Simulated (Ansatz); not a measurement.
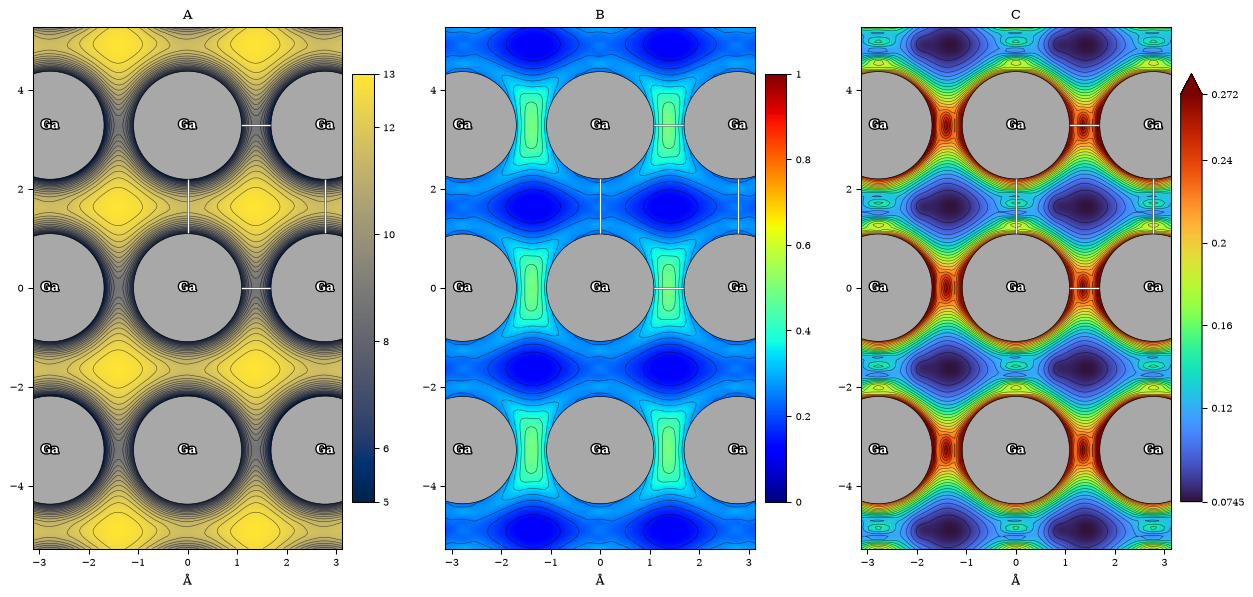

Ga: 3 fields on the (001) plane of the conventional cell, with unlabelled colour scales. Grey discs cover the atomic cores.

Space group P2₁/m; a structure from a database of computed crystals, not necessarily the ambient phase.

Theory: Kohn-Sham DFT of a periodic cell, PBE0, Ansatz PAW in Ansatz 0.2.0.

> Which field does each panel show? The fields are: electron localisation function, electrostatic potential energy of an electron and valence pseudo-density.

Panel A: electrostatic potential energy of an electron (low next to the atoms, rising into the space between them). Panel B: electron localisation function. Panel C: valence pseudo-density. From the grid: Ga–Ga (2.78 Å): ρ at the midpoint is about 0.27 e/Å³; the ELF is about 0.50 at the midpoint.
